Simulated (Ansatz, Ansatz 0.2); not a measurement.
# Copper quadrupolar coupling in stannite-type Cu₂CdSnS₄: PBEsol gradients about three times too large

## The question

The reference is solid-state NMR of the two copper isotopes in a bulk powder of Cu₂CdSnS₄, taken from "Insights on local chemical structure of chalcogenide photovoltaic materials using solid state NMR spectroscopy" (Bhattacharya, PhD thesis, University of Alberta (2022)). Both quadrupolar coupling constants come from static samples, the ⁶⁵Cu value from spectra at several fields. They are 0.8 MHz for ⁶³Cu and 0.7 MHz for ⁶⁵Cu; the temperature is not given with the values. NMR of this kind yields the size of the coupling and as a rule not its sign. Both isotopes sit in the same field gradient, so their couplings should stand in the ratio of the nuclear quadrupole moments, and the pair amounts to one test of the electronic structure, made twice.

| compared with | measured | method |
| --- | --- | --- |
| size of the quadrupolar coupling constant eQVzz/h of 63Cu at site Cu (MHz) | 0.8 | static |
| size of the quadrupolar coupling constant eQVzz/h of 65Cu at site Cu (MHz) | 0.7 | static, multiple fields |

Conditions are those given with the value in the passage it was taken from; "not stated" means there, and the paper may say more elsewhere. The values are a selection: others may have been left out beforehand as unlike or outlying.

## How to go about it

We want the field gradient at the single copper site of the ordered stannite structure, modelled by the primitive cell of eight atoms. Success means a coupling within 10 % of the measured one for each isotope. At that level a calculation could help to tell small distortions of the CuS₄ tetrahedron apart. It is a demanding aim: 10 % is less than 0.1 MHz here, and copper gradients can differ by tens of per cent between PAW data sets. With the moments used, −0.22 and −0.204 barn, both conditions are met together only if the ⁶³Cu coupling lies between about 0.72 and 0.83 MHz.

The gradient is small because the site is nearly tetrahedral, and it therefore depends strongly on the sulfur position and on c/a. We skip the unrelaxed database structure, whose sulfur position need not be the equilibrium one for our functional, and start with PBEsol after relaxing the atoms. The cell is a computed one from the Materials Project, and a comparison with diffraction is not shown in this report, so its influence has to be examined as well. Thermal and zero-point motion are left out; for so small a gradient they could matter.

System: CdCu2SnS4, I-42m; I-42m (no. 121), 8 atoms in the primitive cell, conventional a, b, c = 5.618, 5.618, 10.99 A; cell of the Materials Project (computed).

## 1. PBEsol gradient with two data sets

We relax the atoms with PBEsol in the database cell and compute the gradient on that structure twice, once with the standard PAW set and once with all-electron data sets made for the crystal. The treatment of the copper core region is the likeliest weak point of the method, so we test it at once. We expect a coupling of the order of 1 MHz, and a visible difference between the two descriptions.

**Run 1.** Ansatz 0.2: relaxation with PBEsol: atoms relaxed, 5x5x5 k mesh, PAW set soft_2.

Key lines of the input:
```
# cell (primitive): 6.7794 6.7794 6.7794 A, 131.04 131.04 71.75 deg
# sites: Sn 0.5000 0.5000 0.0000; Cd 0.0000 0.0000 0.0000; Cu 0.2500 0.7500 0.5000; S 0.1182 0.1182 0.5168
kpoints:
  mp_grid: { grid: [5, 5, 5] }
scf:
  occupations: { method: fermi_dirac, width: 0.05 }
hamiltonian:
  xc: pbesol
relax:
  f_tol: 0.01
  max_steps: 90
output:
  forces: true
  write_density: true
  write_potential: true
  elf: true
  volumetric_format: npy
```

Command:
```
ansatz run input.yaml --threads 4 --pin off --max-ram 24576MiB --backend cpu --events-out ev --progress --plain --runs-dir out
```

Converged; 14 s on 4 cores of Arm Neoverse V1, shared host.

**Run 2.** Ansatz 0.2: PAW field gradients, PBEsol, atoms relaxed with PBEsol in the database cell, 10x10x10 k mesh, 420 eV, Fermi-Dirac width 0.05 eV, PAW set soft_2.

Key lines of the input:
```
# cell (primitive): 6.7794 6.7794 6.7794 A, 131.04 131.04 71.75 deg
# sites: Sn 0.5000 0.5000 0.0000; Cd 0.0000 0.0000 0.0000; Cu 0.2500 0.7500 0.5000; S 0.1159 0.1159 0.5137
kpoints:
  mp_grid: { grid: [10, 10, 10] }
scf:
  occupations: { method: fermi_dirac, width: 0.05 }
hamiltonian:
  xc: pbesol
output:
  efg: { quadrupole_moments_barn: { Cu: -0.22, S: -0.0694 } }
```

Selected lines of the output:
```
atom 3 Cu V_zz = -0.566091 η = 0.0000 by run symmetry: allowed C_q = +3.0114 MHz
```

Converged; 24 s, same machine. Warnings: gradients_without_spin_orbit (in short: Electric field gradients are read without spin–orbit coupling, so gradients at and next to the affected atoms can shift by several per cent, up to a factor of two).

**Run 3.** Ansatz 0.2: PAW field gradients, PBEsol, atoms relaxed with PBEsol in the database cell, 10x10x10 k mesh, 280 eV, all-electron datasets made for the crystal, Fermi-Dirac width 0.05 eV.

Key lines of the input, as changed from run 2:
```diff
  hamiltonian:
+   pseudopotentials: { kind: all_electron, datasets: crystal }
```

Selected lines of the output:
```
atom 3 Cu V_zz = -0.599696 η = 0.0000 by run symmetry: allowed C_q = +3.1901 MHz
```

Converged; 82 s, same machine. Warnings: crystal_datasets_made (in short: Reports datasets generated for this crystal, with cutoffs, recipe and estimated error, warning that energy differences across recipes, or without a finite-basis correction, may be off); gradients_without_spin_orbit.

| quantity | run 1 | run 2 | run 3 | measured |
| --- | --- | --- | --- | --- |
| size of the quadrupolar coupling constant eQVzz/h of 63Cu at site Cu (MHz) | – | 3.011 | 3.190 | 0.8 |
| size of the quadrupolar coupling constant eQVzz/h of 65Cu at site Cu (MHz) | – | 2.792 | 2.958 | 0.7 |
| edge a of the conventional cell that the run used (Å) | 5.618 | 5.618 | 5.618 |  |
| edge c of the conventional cell that the run used (Å) | 10.987 | 10.987 | 10.987 |  |

Both descriptions put the ⁶³Cu coupling near 3 MHz, almost four times the measured 0.8 MHz and well above the order of 1 MHz we had expected. The all-electron data sets raise it by about 6 %, away from experiment. Such a spread would matter for a 10 % target, but it is far too small to account for this miss. The gradients are computed without spin-orbit coupling, for which the program warns of shifts of up to a factor of two at and next to the affected atoms. Even halving the coupling would leave it well above the measured value.

The ⁶⁵Cu coupling misses by the same factor of about four, as it must with one gradient behind both isotopes. The cause has to be sought in the structure, the sampling, the functional or the reference itself.

## 2. Relaxed cell and denser k mesh

The axial ratio is our first suspect, since the database cell was not optimised with PBEsol and the gradient at a nearly tetrahedral site responds directly to tetragonal strain. We therefore relax cell and atoms together with PBEsol and recompute the gradient with the standard PAW set. Alongside, we repeat the calculation in the database cell on a 16×16×16 mesh, because both gradients so far share the same k sampling. We expect the cell to matter more than the mesh, though a fourfold reduction would take a marked change of shape.

**Run 4.** Ansatz 0.2: relaxation with PBEsol: atoms and cell relaxed, 5x5x5 k mesh, PAW set soft_2.

Key lines of the input, as changed from run 1:
```diff
  relax:
+   cell: {}
```

Converged; 29 s, same machine.

**Run 5.** Ansatz 0.2: PAW field gradients, PBEsol, atoms and cell relaxed with PBEsol, 10x10x10 k mesh, 420 eV, Fermi-Dirac width 0.05 eV, PAW set soft_2.

Key lines of the input:
```
# cell (primitive): 6.6800 6.6800 6.6800 A, 131.11 131.11 71.64 deg
# sites: Sn 0.5000 0.5000 0.0000; Cd 0.0000 0.0000 0.0000; Cu 0.2500 0.7500 0.5000; S 0.1146 0.1146 0.5123
kpoints:
  mp_grid: { grid: [10, 10, 10] }
scf:
  occupations: { method: fermi_dirac, width: 0.05 }
hamiltonian:
  xc: pbesol
output:
  efg: { quadrupole_moments_barn: { Cu: -0.22, S: -0.0694 } }
```

Selected lines of the output:
```
atom 3 Cu V_zz = -0.466634 η = 0.0000 by run symmetry: allowed C_q = +2.4823 MHz
```

Converged; 24 s, same machine. Warnings: gradients_without_spin_orbit.

**Run 6.** Ansatz 0.2: PAW field gradients, PBEsol, atoms relaxed with PBEsol in the database cell, 16x16x16 k mesh, 420 eV, Fermi-Dirac width 0.05 eV, PAW set soft_2.

Key lines of the input, as changed from run 2:
```diff
  kpoints:
-   mp_grid: { grid: [10, 10, 10] }
+   mp_grid: { grid: [16, 16, 16] }
```

Selected lines of the output:
```
atom 3 Cu V_zz = -0.568048 η = 0.0000 by run symmetry: allowed C_q = +3.0218 MHz
```

Converged; 82 s, same machine. Warnings: gradients_without_spin_orbit.

| quantity | run 4 | run 5 | run 6 | measured |
| --- | --- | --- | --- | --- |
| size of the quadrupolar coupling constant eQVzz/h of 63Cu at site Cu (MHz) | – | 2.482 | 3.022 | 0.8 |
| size of the quadrupolar coupling constant eQVzz/h of 65Cu at site Cu (MHz) | – | 2.302 | 2.802 | 0.7 |
| edge a of the conventional cell that the run used (Å) | 5.529 | 5.529 | 5.618 |  |
| edge c of the conventional cell that the run used (Å) | 10.833 | 10.833 | 10.987 |  |

The denser mesh changes the ⁶³Cu coupling in the database cell by only 0.01 MHz, so k sampling does not explain the miss.

Relaxing the cell matters more, as we expected, and lowers the coupling from 3.01 to 2.48 MHz. That is still about three times the measured value, and the ⁶⁵Cu coupling remains too large by a similar factor. The marked change of shape that we had thought necessary did not occur: both edges shrink by about 1.5 %, while c/a only moves from 1.956 to 1.959. The sulfur atoms shift slightly as well. A point-charge picture would have uniform compression strengthen the gradient, but the gradient at copper comes mainly from its own valence p and d charge, so that picture does not fix the sign. The decrease may come from the smaller volume as well as from the small changes in axial ratio and sulfur position; the two runs do not separate these contributions.

## 3. Higher cutoff and narrower smearing

Two numerical settings behind the PBEsol gradient remain to be checked, the plane-wave cutoff and the electronic smearing. We repeat the calculation in the database cell with the standard PAW set, once at 900 eV and once with a Fermi-Dirac width of 0.02 eV. The smearing deserves a test because semilocal functionals make the gap of such copper sulfides much too small, so that a broad occupation function could disturb the filling of the copper and sulfur states at the band edge. We expect both changes to be small beside the gap to experiment.

**Run 7.** Ansatz 0.2: PAW field gradients, PBEsol, atoms relaxed with PBEsol in the database cell, 10x10x10 k mesh, 900 eV, Fermi-Dirac width 0.05 eV, PAW set soft_2.

Key lines of the input, as changed from run 2:
```diff
+ basis:
+   ecutwfc: 900
```

Selected lines of the output:
```
atom 3 Cu V_zz = -0.573157 η = 0.0000 by run symmetry: allowed C_q = +3.0490 MHz
```

Converged; 79 s, same machine. Warnings: gradients_without_spin_orbit.

**Run 8.** Ansatz 0.2: PAW field gradients, PBEsol, atoms relaxed with PBEsol in the database cell, 10x10x10 k mesh, 420 eV, Fermi-Dirac width 0.02 eV, PAW set soft_2.

Key lines of the input, as changed from run 2:
```diff
  scf:
-   occupations: { method: fermi_dirac, width: 0.05 }
+   occupations: { method: fermi_dirac, width: 0.02 }
```

Selected lines of the output:
```
atom 3 Cu V_zz = -0.569810 η = 0.0000 by run symmetry: allowed C_q = +3.0312 MHz
```

Converged; 25 s, same machine. Warnings: gradients_without_spin_orbit.

| quantity | run 7 | run 8 | measured |
| --- | --- | --- | --- |
| size of the quadrupolar coupling constant eQVzz/h of 63Cu at site Cu (MHz) | 3.049 | 3.031 | 0.8 |
| size of the quadrupolar coupling constant eQVzz/h of 65Cu at site Cu (MHz) | 2.827 | 2.811 | 0.7 |
| edge a of the conventional cell that the run used (Å) | 5.618 | 5.618 |  |
| edge c of the conventional cell that the run used (Å) | 10.987 | 10.987 |  |

Both changes are small, and both lead away from experiment. The higher cutoff raises the ⁶³Cu coupling by 0.04 MHz and the narrower smearing by 0.02 MHz, against an excess of more than 2 MHz over the measured value. The ⁶⁵Cu coupling follows in proportion. Neither setting accounts for the miss of PBEsol in the database cell.

## The runs side by side

| run | settings | size of the quadrupolar coupling constant eQVzz/h of 63Cu at site Cu (MHz) | deviation | size of the quadrupolar coupling constant eQVzz/h of 65Cu at site Cu (MHz) | deviation | cost |
| --- | --- | --- | --- | --- | --- | --- |
| 1 | relaxation with PBEsol: atoms relaxed, 5x5x5 k mesh, PAW set soft_2 | – |  | – |  | under 1 core-min |
| 2 | PAW field gradients, PBEsol, atoms relaxed with PBEsol in the database cell, 10x10x10 k mesh, 420 eV, Fermi-Dirac width 0.05 eV, PAW set soft_2 | 3.011 | +2.211 (+276.4 %) | 2.792 | +2.092 (+298.9 %) | 98 core-s |
| 3 | PAW field gradients, 10x10x10 k mesh, 280 eV, all-electron datasets made for the crystal, Fermi-Dirac width 0.05 eV | 3.190 | +2.390 (+298.8 %) | 2.958 | +2.258 (+322.6 %) | 5.5 core-min |
| 4 | relaxation with PBEsol: atoms and cell relaxed, 5x5x5 k mesh, PAW set soft_2 | – |  | – |  | 2 core-min |
| 5 | PAW field gradients, PBEsol, atoms and cell relaxed with PBEsol, 10x10x10 k mesh, 420 eV, Fermi-Dirac width 0.05 eV, PAW set soft_2 | 2.482 | +1.682 (+210.3 %) | 2.302 | +1.602 (+228.8 %) | 96 core-s |
| 6 | PAW field gradients, PBEsol, atoms relaxed with PBEsol in the database cell, 16x16x16 k mesh, 420 eV, Fermi-Dirac width 0.05 eV, PAW set soft_2 | 3.022 | +2.222 (+277.7 %) | 2.802 | +2.102 (+300.3 %) | 5.5 core-min |
| 7 | PAW field gradients, PBEsol, atoms relaxed with PBEsol in the database cell, 10x10x10 k mesh, 900 eV, Fermi-Dirac width 0.05 eV, PAW set soft_2 | 3.049 | +2.249 (+281.1 %) | 2.827 | +2.127 (+303.9 %) | 5.3 core-min |
| 8 | PAW field gradients, PBEsol, atoms relaxed with PBEsol in the database cell, 10x10x10 k mesh, 420 eV, Fermi-Dirac width 0.02 eV, PAW set soft_2 | 3.031 | +2.231 (+278.9 %) | 2.811 | +2.111 (+301.5 %) | 1.7 core-min |
|  | measured | 0.8 |  | 0.7 |  |  |

The runs in order, against the measurement:

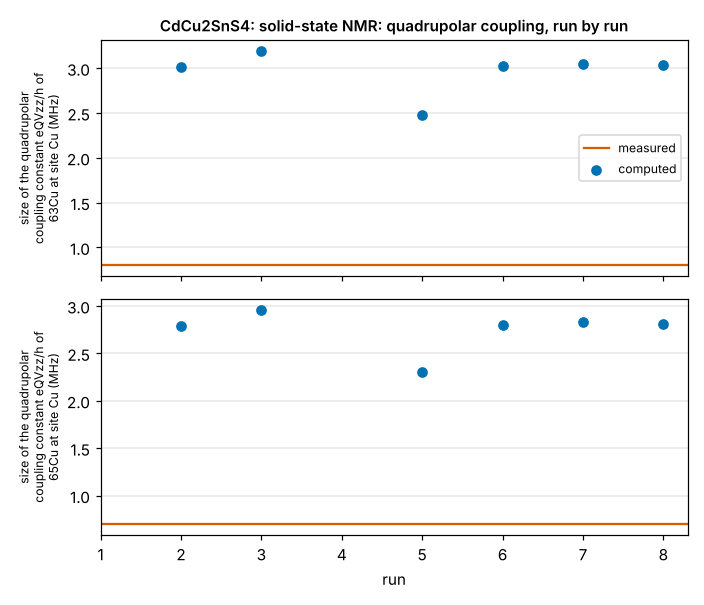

Further runs on the same system, made beside this series (convergence steps with loose settings among them):

| further | settings | size of the quadrupolar coupling constant eQVzz/h of 63Cu at site Cu (MHz) | deviation | size of the quadrupolar coupling constant eQVzz/h of 65Cu at site Cu (MHz) | deviation | cost | status |
| --- | --- | --- | --- | --- | --- | --- | --- |
| F1 | PAW field gradients, r2SCAN, atoms relaxed with r2SCAN in the database cell, 10x10x10 k mesh, 500 eV, Fermi-Dirac width 0.05 eV, PAW set soft_2 | 2.341 | +1.541 (+192.7 %) | 2.171 | +1.471 (+210.2 %) | 2.9 core-min | warnings: gradients_without_spin_orbit |
| F2 | PAW field gradients, r2SCAN, atoms and cell relaxed with r2SCAN, 10x10x10 k mesh, 500 eV, Fermi-Dirac width 0.05 eV, PAW set soft_2 | 1.743 | +0.943 (+117.9 %) | 1.616 | +0.916 (+130.9 %) | 2.8 core-min | warnings: gradients_without_spin_orbit |
| F3 | PAW field gradients, r2SCAN, atoms relaxed with PBEsol in the database cell, 10x10x10 k mesh, 500 eV, Fermi-Dirac width 0.05 eV, PAW set soft_2 | 1.947 | +1.147 (+143.4 %) | 1.806 | +1.106 (+157.9 %) | 3 core-min | warnings: gradients_without_spin_orbit |
| F4 | PAW field gradients, PBEsol, database structure, 10x10x10 k mesh, 420 eV, Fermi-Dirac width 0.05 eV, PAW set soft_2 | 3.095 | +2.295 (+286.8 %) | 2.870 | +2.170 (+309.9 %) | 98 core-s | warnings: gradients_without_spin_orbit |
| F5 | PAW field gradients, LDA, atoms relaxed with PBEsol in the database cell, 10x10x10 k mesh, 420 eV, Fermi-Dirac width 0.05 eV, PAW set soft_2 | 3.038 | +2.238 (+279.7 %) | 2.817 | +2.117 (+302.4 %) | 96 core-s | warnings: gradients_without_spin_orbit |
| F6 | PAW field gradients, LDA, atoms and cell relaxed with LDA, 10x10x10 k mesh, 420 eV, Fermi-Dirac width 0.05 eV, PAW set soft_2 | 2.210 | +1.410 (+176.2 %) | 2.049 | +1.349 (+192.7 %) | 86 core-s | warnings: gradients_without_spin_orbit |
| F7 | PAW field gradients, LDA, database structure, 10x10x10 k mesh, 420 eV, Fermi-Dirac width 0.05 eV, PAW set soft_2 | 3.120 | +2.320 (+290.0 %) | 2.893 | +2.193 (+313.3 %) | 1.7 core-min | warnings: gradients_without_spin_orbit |
| F8 | PAW field gradients, PBEsol, atoms relaxed with PBEsol in the database cell, 5x5x5 k mesh, 420 eV, Fermi-Dirac width 0.05 eV, PAW set soft_2 | 2.959 | +2.159 (+269.9 %) | 2.744 | +2.044 (+292.0 %) | under 1 core-min | warnings: gradients_without_spin_orbit |
| F9 | PAW field gradients, PBEsol, atoms relaxed with PBEsol in the database cell, 10x10x10 k mesh, 350 eV, Fermi-Dirac width 0.05 eV, PAW set soft_2 | 2.880 | +2.080 (+260.0 %) | 2.670 | +1.970 (+281.5 %) | 77 core-s | warnings: cutoff_below_recommended; gradients_without_spin_orbit |
|  | measured | 0.8 |  | 0.7 |  |  |  |

## What the runs support

PBEsol misses the 10 % target for both isotopes by a wide margin. With atoms and cell relaxed it gives 2.48 MHz for ⁶³Cu against a measured 0.8 MHz, and 2.30 MHz for ⁶⁵Cu against 0.7 MHz, about three times too large. The gradient calculation took 96 core-seconds. In the database cell the excess is larger still.

The denser k mesh, the higher cutoff and the narrower smearing (runs 6 to 8) each moved the database-cell coupling by less than 2 %; a cutoff below the recommended one (F9) lowers it by about 4 %, and the all-electron data sets raised it by about 6 %. These checks concern the gradient on a fixed structure; a test of the 5×5×5 mesh and force tolerance of the relaxations is not shown in this report. None of these explains the miss.

Structure and functional matter far more. Relaxing the cell lowers the PBEsol coupling by 0.53 MHz. On the same PBEsol-relaxed atoms in the database cell, LDA stays close to PBEsol, whereas r²SCAN lowers the coupling from 3.01 to 1.95 MHz. With its own relaxed cell r²SCAN reaches 1.74 MHz, the nearest result here but still more than twice the measurement. This points to the description of the Cu–S bonding as part of the error, though the runs do not prove it.

The rest remains open. Spin-orbit coupling and thermal motion are left out, and their signs are not known here. The copper quadrupole moments may be off by several per cent, which is too little to matter. A calculation with a measured cell and sulfur position is not shown in this report, and so small a gradient is sensitive to both. The cell effect was seen above; for the sulfur position alone, in the same database cell r²SCAN gives 2.34 MHz on its own relaxed atoms and 1.95 MHz on the PBEsol ones. That all levels lie above the measurement is by itself no reason to doubt it, since they share the semilocal description and the static, ordered model. A hybrid functional would be the natural next test of the electronic part.

[Logs are printed without paths, hosts, clocks, repeated set-up lines and the standing remarks that a program may print on its own settings, such as how far it seeks lower states.]

[The runs shown are a pick from a larger set of finished runs; failed, doubtful and other runs were left out of it ahead of writing. So were measured values far from every level or from commonly accepted values, and agreement can look better than it is. Lines of input and output are excerpts and may be shortened.]
